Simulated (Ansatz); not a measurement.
Input of the run:

```
crystal:
  lattice:
    - [6.2855222138, 0.0, 0.0]
    - [-3.1427611069, 5.4434219132, 0.0]
    - [0.0, 0.0, 25.1684342461]
  atoms:
    - { symbol: C, position: [0.1666666667, 0.3333333333, 0.3178584699] }
    - { symbol: C, position: [0.1666666667, 0.8333333333, 0.3178584699] }
    - { symbol: C, position: [0.6666666667, 0.3333333333, 0.3178584699] }
    - { symbol: C, position: [0.6666666667, 0.8333333333, 0.3178584699] }
    - { symbol: Ta, position: [0.3333333333, 0.1666666667, 0.3688360888] }
    - { symbol: Ta, position: [0.3333333333, 0.6666666667, 0.3688360888] }
    - { symbol: Ta, position: [0.8333333333, 0.1666666667, 0.3688360888] }
    - { symbol: Ta, position: [0.8333333333, 0.6666666667, 0.3688360888] }
    - { symbol: C, position: [0.5, 0.5, 0.4198137077] }
    - { symbol: C, position: [0.5, 0.0, 0.4198137077] }
    - { symbol: C, position: [0.0, 0.5, 0.4198137077] }
    - { symbol: C, position: [0.0, 0.0, 0.4198137077] }
    - { symbol: Ta, position: [0.665088959, 0.3323694173, 0.4721575845] }
    - { symbol: Ta, position: [0.6659292701, 0.8340285288, 0.4722599614] }
    - { symbol: Ta, position: [0.1677837728, 0.3322801031, 0.4718056772] }
    - { symbol: Ta, position: [0.1676456549, 0.8348919848, 0.472155281] }
    - { symbol: C, position: [0.8333873072, 0.6666672384, 0.5237612535] }
    - { symbol: C, position: [0.8305831763, 0.166010004, 0.524013326] }
    - { symbol: C, position: [0.3340175861, 0.6694665208, 0.5240460105] }
    - { symbol: C, position: [0.3353462676, 0.1646142317, 0.5232319842] }
    - { symbol: Ta, position: [0.0008436572, 0.4988618375, 0.5693773728] }
    - { symbol: Ta, position: [-0.0002686, 0.0031548108, 0.5691512851] }
    - { symbol: Ta, position: [0.4969093427, 0.5001865591, 0.5691386215] }
    - { symbol: Ta, position: [0.4959851947, 0.0038596386, 0.5749661742] }
basis:
  ecutwfc: 420
kpoints:
  mp_grid: { grid: [4, 4, 1] }
hamiltonian:
  xc: pbe
  dispersion: d3bj
scf:
  occupations: { method: gaussian, width: 0.1 }
output:
  forces: true
  eigenvalues: true
  write_density: true
  volumetric_format: npy
efield:
  axis: 3
  dipole_correction: true
  ramp_width: 0.04
```

Command:
```bash
ansatz run input.yaml --threads 4 --pin off --max-ram 10240MiB --backend cpu --events-out ev --progress --plain --runs-dir out
```

What does the potential across the slab give for the work function?

The work function is 4.72 eV at the right face and 6.81 eV at the left. The vacuum level is 2.08 eV higher at the left than at the right, so the slab carries a dipole along its normal; the ramp in the vacuum, at or near the edge of the plot, is the dipole correction that keeps each side flat. The outermost atoms are 6.5 Å apart, which leaves 18.7 Å of vacuum in a cell 25.2 Å high.

The atoms aren't at rest in this cell (largest force 3.4 eV/Å), so the relaxed material can differ. Spin-orbit coupling is left out, which matters for Ta.

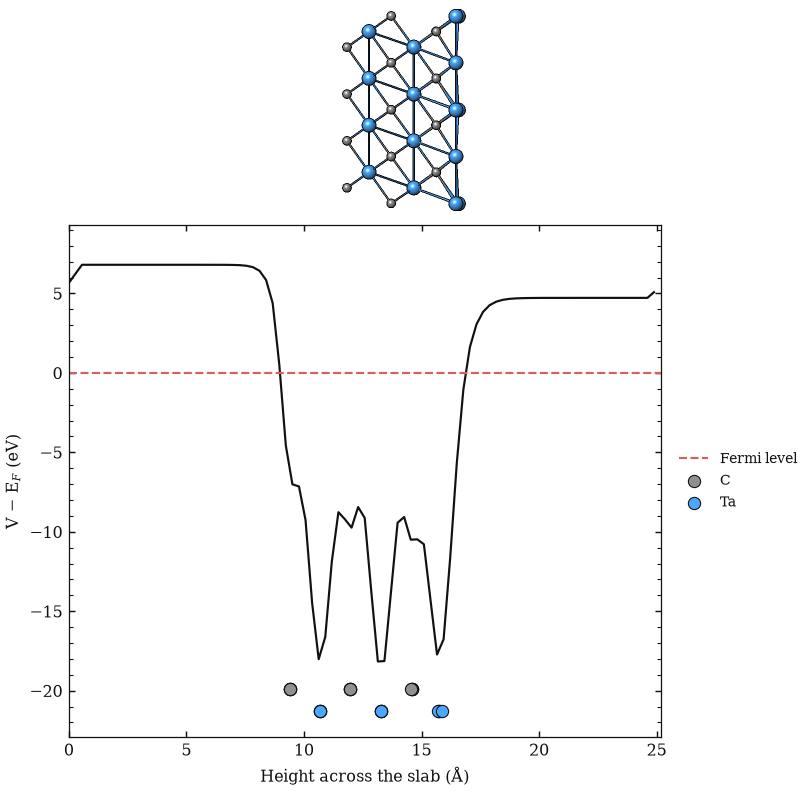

Plane-averaged electrostatic potential energy of an electron across the slab; circles at the bottom mark the heights of the atoms. The structure is drawn too.
